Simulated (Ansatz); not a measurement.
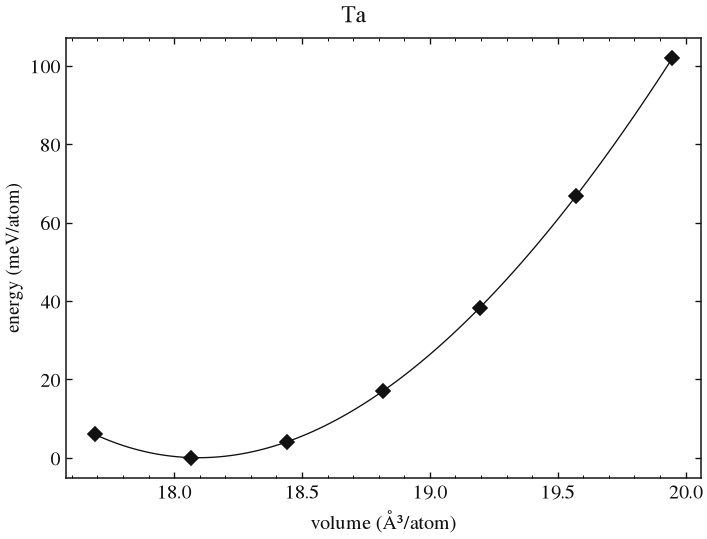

The figure shows the energy against volume for Ta, space group P6_3/mmc (No. 194).

Structure:
```
CELL_PARAMETERS angstrom
2.90037 0.00000 0.00000
-1.45019 2.51180 0.00000
0.00000 0.00000 5.16627
ATOMIC_POSITIONS crystal
Ta 0.33333 0.66667 0.25000
Ta 0.66667 0.33333 0.75000
```

Calculation (Ansatz 0.2.0): all-electron LAPW DFT, no spin polarisation; energies at scaled volumes of the given cell, shape and fractions fixed, counted from the fit's minimum, third-order Birch-Murnaghan fit. Level: PBEsol.

- k mesh: 11×11×5
- occupations: Fermi–Dirac
- smearing width: 0.05 eV
- potentials: all electron LAPW, scalar relativistic
- program settings: basis error eV/atom 0.0005

From this curve and the settings, what does the calculation give for the pressure at the same points?

The pressure falls from 4.78 GPa at volume 17.69 Å³/atom to −16.27 GPa at 19.95 Å³/atom, and changes sign near 18.10 Å³/atom.

```json
{"volume (Å³/atom)": "17.69", "pressure (GPa)": "4.78"}
{"volume (Å³/atom)": "18.07", "pressure (GPa)": "0.33"}
{"volume (Å³/atom)": "18.44", "pressure (GPa)": "-3.70"}
{"volume (Å³/atom)": "18.82", "pressure (GPa)": "-7.34"}
{"volume (Å³/atom)": "19.19", "pressure (GPa)": "-10.62"}
{"volume (Å³/atom)": "19.57", "pressure (GPa)": "-13.59"}
{"volume (Å³/atom)": "19.95", "pressure (GPa)": "-16.27"}
```

Limits of the calculation: shape and atomic fractions are frozen while scaling, which makes layered, chain and framework solids too stiff.
